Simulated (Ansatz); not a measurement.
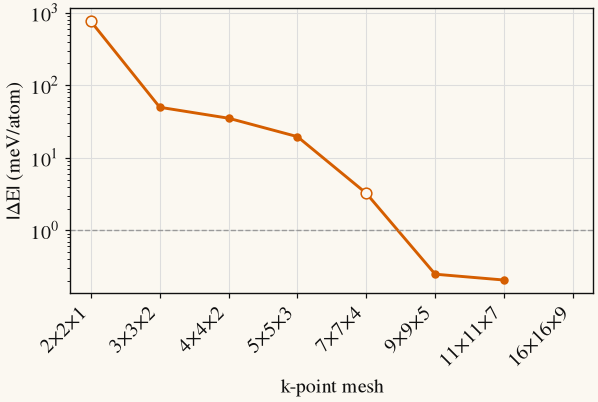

One cell, run at 8 values of the k-point mesh.
- system: Lu (P6_3/mmc, 2 atoms in the cell)
- method: DFT, LDA (PW92), plane waves (420 eV) with PAW, scalar-relativistic (Ansatz 0.2.0); Fermi–Dirac smearing of 0.1 eV
ΔE is the free energy less its value at the densest setting, 16×16×9.
Dashed lines or grey bands mark the tolerance: 1 meV/atom.
On logarithmic panels, open markers lie below the reference value and filled ones above.

Question: What is enough for the free energy to 1 meV/atom?

Answer: The free energy is within 1 meV/atom of the densest setting's value from 9×9×5 on. It is off by 760 meV/atom at 2×2×1, 35 meV/atom at 4×4×2 and 3.2 meV/atom at 7×7×4 (on both sides of it).
